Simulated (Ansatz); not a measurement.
## Run report: Cu5H, geometry relaxation (part 2 of 2)

Continued. System: Cu5H (slab, 6 atoms in the cell). Method: DFT PBEsol, scalar-relativistic, plane waves, PAW, no spin polarisation (Ansatz 0.2.0); cutoff 420 eV, 11×11×1 k-mesh, Gaussian smearing of 0.1 eV. The structure derives from an entry of the Crystallography Open Database. The input holds or restrains some coordinates. Forces given for the steps count only the free coordinates. It belongs to a series of runs on one base structure; here: H put at a bridge Cu-Cu site.

Geometry of the input (Å; fractional positions):
```
2.5197  0.0000  0.0000
0.0000  2.5197  0.0000
0.0000  0.0000  26.1267
Cu 0.5000  0.5000  0.3253
Cu 0.0000  0.0000  0.3935
Cu 0.5000  0.5000  0.4618
Cu 0.0000  0.0000  0.5301
Cu 0.5000  0.5000  0.5961
H  0.0000  0.5000  0.6359
```

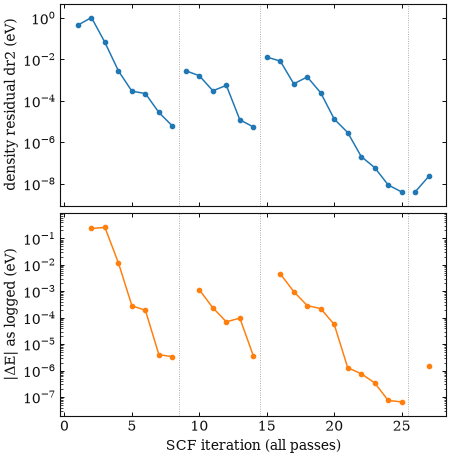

Convergence of the self-consistent field: density residual dr2 and size of the energy change against the SCF iteration. The dotted lines part the SCF passes of the relaxation: geometry steps, rejected trials and re-solves on a re-selected basis. The passes take 8, 6, 11 and 2 iterations.

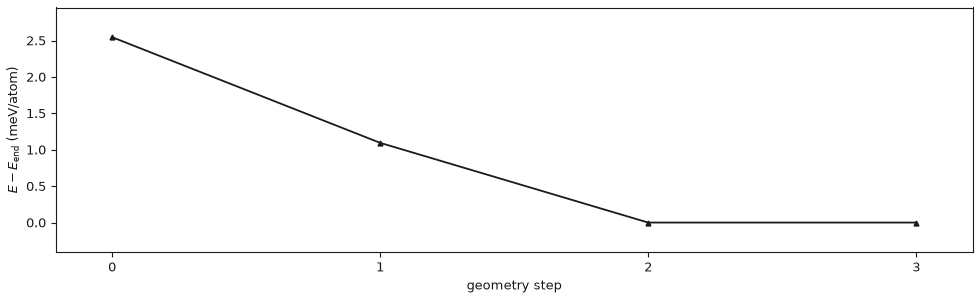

Progress of the restrained relaxation, step by step (the first geometry is step 0 here and step 1 in the log).

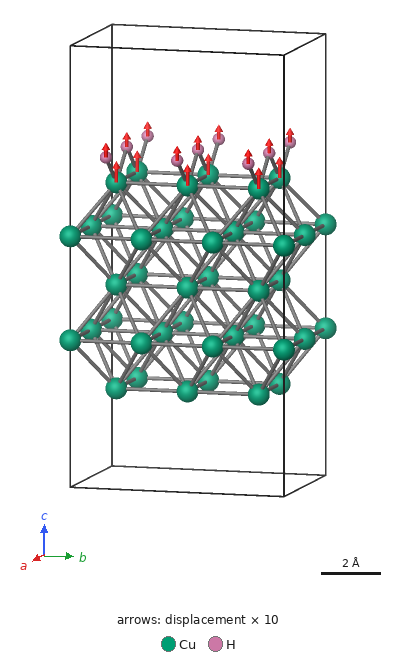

The starting structure with the displacements as red arrows, magnified 10 times (ball-and-stick view of the 2 × 3 repeat of the cell, with the vacuum cut short, seen slightly off an axis). The largest move is that of Cu5, 0.074 Å. Largest moves by element: Cu 0.074 Å, H 0.051 Å. The lattice vectors keep their values. Distances before and after: Cu4–Cu5 2.479 → 2.533 Å, Cu5–H6 1.634 → 1.620 Å. After 3 geometry steps the energy has fallen by 2.5 meV per atom. The largest force component goes from 0.48 to 0.017 eV/Å. (Atoms are counted from 1 in the order of the input.)

```
SCF converged after 2 iterations
Free energy (F): -32958.130136 eV
Harris-Foulkes:  -32958.130136 eV  (|F-HF|=2.11e-8)
Internal energy: -32958.122262 eV  (E = F + TS)
E sigma→0 (E₀):  -32958.126199 eV
Entropy (-TS):   -0.007874 eV (-1.312 meV/atom)
Fermi energy:    2.829216 eV
Dipole field:    D = -0.027585 V/Å  (p = -0.025286 e·Å, saw-weighted, corrected)
Work function:   Φ+ = 5.3770 eV   Φ− = 4.6562 eV
Levels:          The Fermi level and band energies are counted from a zero that moves with the ramp; work functions are not
--- Per-component energies (eV) ---
  E_band       = -3123.993804
  E_kinetic    = 1514.062030
  E_local      = -268526.672865  (includes V_loc(G=0)·N_el)
  E_nonlocal   = 1958.888929
  E_hartree    = 132382.574959
  E_xc         = -453.226587
  E_vxc        = -587.452363  (∫ρ·V_xc dr)
  E_paw        = -8131.616267  (= ΣΔE_a)
  E_vpaw       = -2246.789346  (= ΣTr[D̂ρ^β])
  E_aug_tail   = -0.000007  (compensation charges beyond the density's cutoff)
  E_efield     = 0.000349  (sawtooth field / dipole correction)
  E_vefield    = -1.166990  (∫n·V_field dr)
  E_ewald      = 108296.836186
  E_core_change = 1.031011  (= ΣΔE_core)
  E_smearing   = -0.007874  (= −TS)
  E_closure    = 0.000000  (closes the sum)
  Σ components = -32958.130136   (vs F -32958.130136, Δ=0.00e0)
--- Forces (eV/Å), atoms counted from 1 ---
  atom   1  Cu     0.00000000     0.00000000     0.20856044
  atom   2  Cu     0.00000000     0.00000000    -0.20577514
  atom   3  Cu     0.00000000     0.00000000    -0.00111019
  atom   4  Cu     0.00000000     0.00000000    -0.01730923
  atom   5  Cu     0.00000000     0.00000000     0.01015019
  atom   6  H      0.00000000     0.00000000     0.00543030
  max |Σ_I F_I| component: 5.36e-5 eV/Å
--- Band table (eV; the first three rows and the last of 36) ---
  k-point 0: bands = ["-109.7351", "-109.6016", "-109.5832", "-109.5721", "-109.0986", "-67.2799", "-67.2770", "-67.1540", "-67.1337", "-67.0992", "-67.0984", "-67.0966", "-67.0716", "-67.0687", "-67.0623", "-67.0570", "-67.0542", "-66.6157", "-66.6143", "-66.5921", "-6.7037", "-5.8182", "-4.4297", "-2.9202", "-2.2678", "-1.8026", "-1.5718", "-1.1897", "-0.7956", "-0.5691", "-0.3861", "-0.2954", "-0.2590", "-0.0313", "0.0577", "0.2322", "0.2960", "0.4139", "0.4945", "0.5315", "0.5683", "0.6874", "0.8648", "0.9219", "0.9646", "1.0406", "1.2723", "1.2774", "1.3234", "1.5904", "3.5083", "7.3570", "7.7770", "8.2706", "9.2323", "9.9208", "11.4496", "11.7164"]
  k-point 1: bands = ["-109.7346", "-109.6010", "-109.5828", "-109.5717", "-109.0981", "-67.2795", "-67.2764", "-67.1535", "-67.1387", "-67.1091", "-67.0974", "-67.0918", "-67.0762", "-67.0713", "-67.0621", "-67.0602", "-67.0542", "-66.6210", "-66.6139", "-66.5916", "-6.5035", "-5.6344", "-4.2656", "-2.7853", "-2.1520", "-1.7391", "-1.4986", "-1.1334", "-0.7638", "-0.5793", "-0.3795", "-0.2702", "-0.2650", "-0.0429", "-0.0406", "0.0631", "0.3386", "0.3577", "0.5010", "0.5392", "0.5776", "0.7021", "0.7249", "0.7965", "0.9630", "1.0327", "1.0578", "1.2414", "1.3178", "2.1042", "3.9521", "7.5503", "7.9715", "8.4603", "9.4292", "10.0858", "11.6338", "11.8382"]
  k-point 2: bands = ["-109.7334", "-109.5992", "-109.5819", "-109.5708", "-109.0969", "-67.2783", "-67.2749", "-67.1583", "-67.1465", "-67.1250", "-67.0945", "-67.0929", "-67.0895", "-67.0730", "-67.0707", "-67.0606", "-67.0544", "-66.6352", "-66.6128", "-66.5905", "-5.9194", "-5.1076", "-3.8141", "-2.4491", "-1.8579", "-1.5681", "-1.2783", "-0.9561", "-0.6769", "-0.5920", "-0.4505", "-0.2477", "-0.2060", "-0.1778", "-0.0778", "-0.0168", "0.0270", "0.1829", "0.4235", "0.4398", "0.5597", "0.5763", "0.6579", "0.7303", "0.8982", "1.0415", "1.1797", "1.3034", "1.3073", "2.9136", "4.9463", "8.1253", "8.5512", "9.0257", "10.0154", "10.5181", "11.2585", "11.9947"]
  k-point 35: bands = ["-109.7238", "-109.5875", "-109.5737", "-109.5624", "-109.0874", "-67.3429", "-67.2602", "-67.1947", "-67.1653", "-67.1643", "-67.1313", "-67.1291", "-67.1115", "-67.1080", "-67.1045", "-67.0944", "-67.0786", "-66.6754", "-66.6740", "-66.5822", "-2.1914", "-2.1311", "-2.0827", "-1.7848", "-1.7177", "-1.6284", "-1.6054", "-1.3073", "-1.1764", "-1.0385", "-0.6525", "-0.2031", "0.1838", "0.4239", "0.7034", "0.7398", "0.8246", "0.9751", "1.0103", "1.1097", "1.1548", "1.1984", "1.2379", "1.2531", "1.6463", "2.8672", "4.5427", "5.3331", "6.2923", "7.2872", "8.4164", "9.5793", "10.3421", "10.7737", "10.8106", "11.1712", "11.5631", "11.8223"]
--- Relaxed structure (4 steps of the walk, 4 accepted, 0 SCFs on fresh bases) ---
  F+E_penalty+E_count = -32958.13013632 eV   max|allowed force component| = 1.731e-2 eV/Å
  atoms:
    - { symbol: Cu, position: [0.5, 0.5, 0.325337133] }
    - { symbol: Cu, position: [0.0, 0.0, 0.3935310881] }
    - { symbol: Cu, position: [0.5, 0.5, 0.46178273964366784] }
    - { symbol: Cu, position: [0.0, 0.0, 0.5300381020486783] }
    - { symbol: Cu, position: [0.5, 0.5, 0.5989447197133402] }
    - { symbol: H, position: [0.0, 0.5, 0.6379013913614799] }
```

## Trajectory as extended XYZ (Å, eV, eV/Å), 4 frames, from step=1 to step=4
```
6
Lattice="2.5197 0.0000 0.0000 0.0000 2.5197 0.0000 0.0000 0.0000 26.1267" Properties=species:S:1:pos:R:3:forces:R:3 step=1 energy=-32958.11486
Cu    1.2598    1.2598    8.5000    0.0000   0.0000   0.2074
Cu    0.0000    0.0000   10.2817    0.0000   0.0000  -0.2068
Cu    1.2598    1.2598   12.0643    0.0000   0.0000   0.0032
Cu    0.0000    0.0000   13.8508    0.0000   0.0000  -0.3724
Cu    1.2598    1.2598   15.5750    0.0000   0.0000   0.4756
H     0.0000    1.2598   16.6150    0.0000   0.0000  -0.1085
6
Lattice="2.5197 0.0000 0.0000 0.0000 2.5197 0.0000 0.0000 0.0000 26.1267" Properties=species:S:1:pos:R:3:forces:R:3 step=2 energy=-32958.12357
Cu    1.2598    1.2598    8.5000    0.0000   0.0000   0.2083
Cu    0.0000    0.0000   10.2817    0.0000   0.0000  -0.2095
Cu    1.2598    1.2598   12.0638    0.0000   0.0000   0.0065
Cu    0.0000    0.0000   13.8495    0.0000   0.0000  -0.2427
Cu    1.2598    1.2598   15.5999    0.0000   0.0000   0.2993
H     0.0000    1.2598   16.6307    0.0000   0.0000  -0.0611
6
Lattice="2.5197 0.0000 0.0000 0.0000 2.5197 0.0000 0.0000 0.0000 26.1267" Properties=species:S:1:pos:R:3:forces:R:3 step=3 energy=-32958.13014
Cu    1.2598    1.2598    8.5000    0.0000   0.0000   0.2086
Cu    0.0000    0.0000   10.2817    0.0000   0.0000  -0.2058
Cu    1.2598    1.2598   12.0649    0.0000   0.0000  -0.0011
Cu    0.0000    0.0000   13.8482    0.0000   0.0000  -0.0173
Cu    1.2598    1.2598   15.6485    0.0000   0.0000   0.0102
H     0.0000    1.2598   16.6663    0.0000   0.0000   0.0054
6
Lattice="2.5197 0.0000 0.0000 0.0000 2.5197 0.0000 0.0000 0.0000 26.1267" Properties=species:S:1:pos:R:3:forces:R:3 step=4 energy=-32958.13014
Cu    1.2598    1.2598    8.5000    0.0000   0.0000   0.2086
Cu    0.0000    0.0000   10.2817    0.0000   0.0000  -0.2058
Cu    1.2598    1.2598   12.0649    0.0000   0.0000  -0.0011
Cu    0.0000    0.0000   13.8482    0.0000   0.0000  -0.0173
Cu    1.2598    1.2598   15.6485    0.0000   0.0000   0.0101
H     0.0000    1.2598   16.6663    0.0000   0.0000   0.0054
```

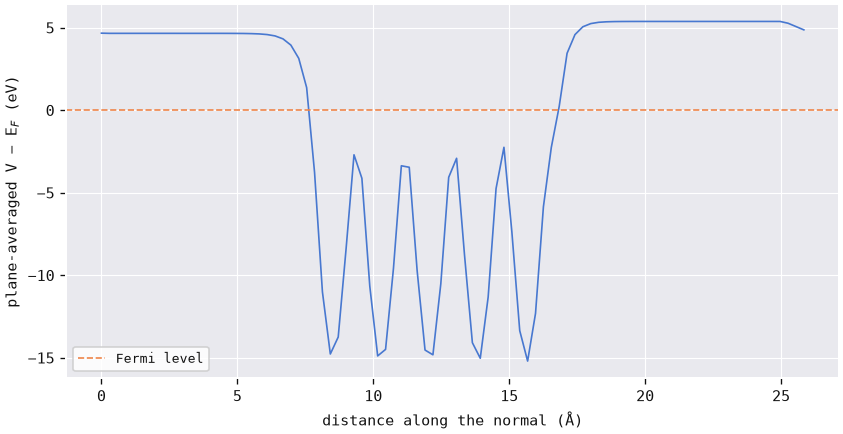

Plane average of the electrostatic potential energy of an electron across the cell, from the Fermi level. The vacuum level lies 5.38 eV above the Fermi level on the upper side and 4.66 eV on the lower.

## Summary

```csv
quantity,value
outcome,converged under the restraints of the input
electrons treated,96
free energy,−32958.1301 eV
"work function, top face",5.38 eV
"work function, bottom face",4.66 eV
Fermi energy,2.829 eV
gap on the k-point mesh,none (metallic)
final volume,165.87 Å³
work function (upper face),5.38 eV
"largest force (length of the vector) at the end, held atoms and coordinates included",0.209 eV/Å
wall time,2.5 min
peak memory,0.61 GiB
```
